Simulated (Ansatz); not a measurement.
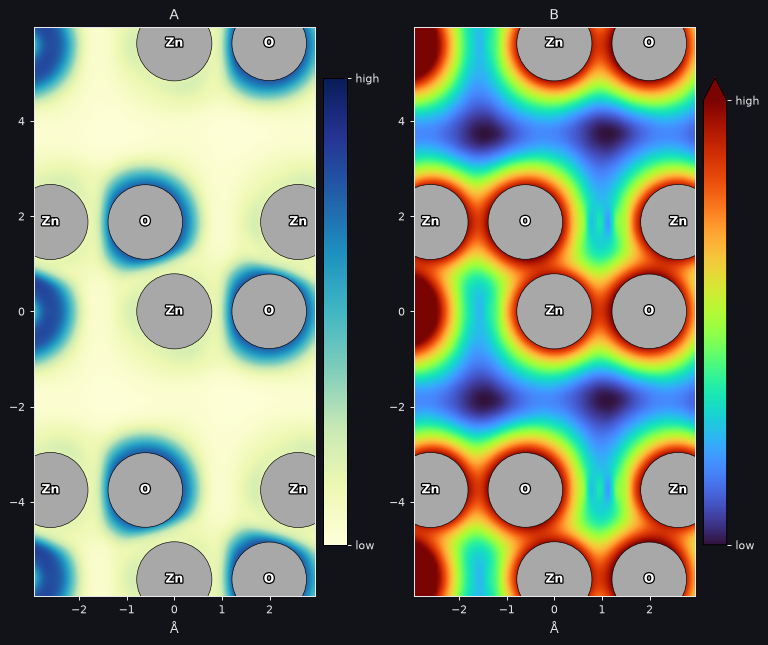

ZnO: 2 fields on the (110) plane of the conventional cell, with unlabelled colour scales. Grey discs cover the atomic cores.

Space group P6₃mc; computed pressure about 5 GPa in this cell.

Computed with DFT, PBE, PAW, plane waves, scalar-relativistic (Ansatz).

### The panels show electron localisation function and valence pseudo-density in some order. Assign them.

Panel A: electron localisation function. Panel B: valence pseudo-density. From the grid: Zn–O (1.97 Å): ρ is about 0.6 e/Å³ halfway; the ELF peaks at about 0.85 in the valence shell of O, 0.6 Å from its nucleus, and is about 0.25 at the midpoint: no shared electron pair shows on this line.
